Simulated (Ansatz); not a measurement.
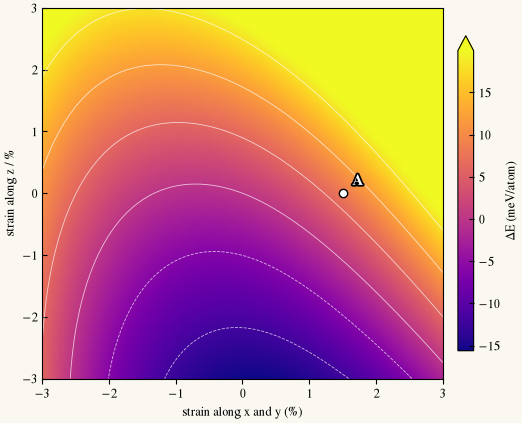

Sn (I4/mmm, No. 139; 1 atom in the cell). The cell is strained homogeneously, by one strain along x and y and another along z, with fractional coordinates fixed (x along [1 0 0], z along [0 0 1] of the conventional cell). Coordinates scanned: (1) strain along x and y; (2) strain along z. The grid has 5 × 5 points. Points are written as (first, second). Energies: meV/atom, counted from the unstrained cell. The reference cell is the one listed in the database, not relaxed at this level. These are results of Ansatz 0.2.0, DFT PBE, scalar-relativistic, plane waves, PAW, not measurements. Settings: cutoff 420 eV, k-mesh 20×20×20, gaussian smearing 0.15 eV, no spin polarisation.

In the figure: a smooth colour map with a few white contour lines, one colour for all values above the top of the scale, the point A. Between grid points the surface is interpolated.

Which way does the force act at A, and how strong is it?

Answer. A, at (1.5 %, 0.0 %), is not a stationary point. The computed force is 8 meV/atom for each 1 % towards smaller values of strain along x and y and 7.8 meV/atom for each 1 % towards smaller values of strain along z.
